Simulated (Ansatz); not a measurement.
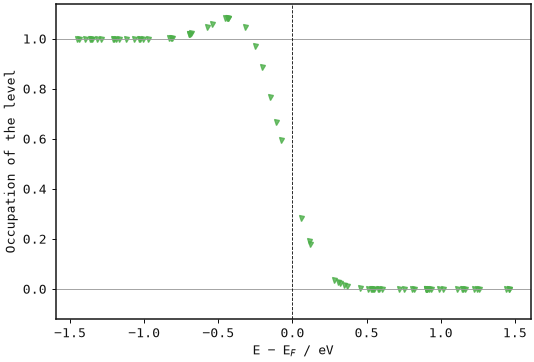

Occupations of the one-electron levels of the k mesh against their energy, from a run on Ge, space group Cmmm, 1 atom in the cell, with Ansatz.

Question: Name the smearing function and its width.

Answer: cold (Marzari-Vanderbilt) smearing with a width of 0.3 eV. The occupations overshoot 1 below the Fermi level (up to 1.08) but never turn negative, and they are not symmetric about it.

Question: Is that width safe?

Answer: It is wide: energies, forces and moments pick up smearing errors, and small gaps get partly filled, so it should be reduced or extrapolated to zero width.
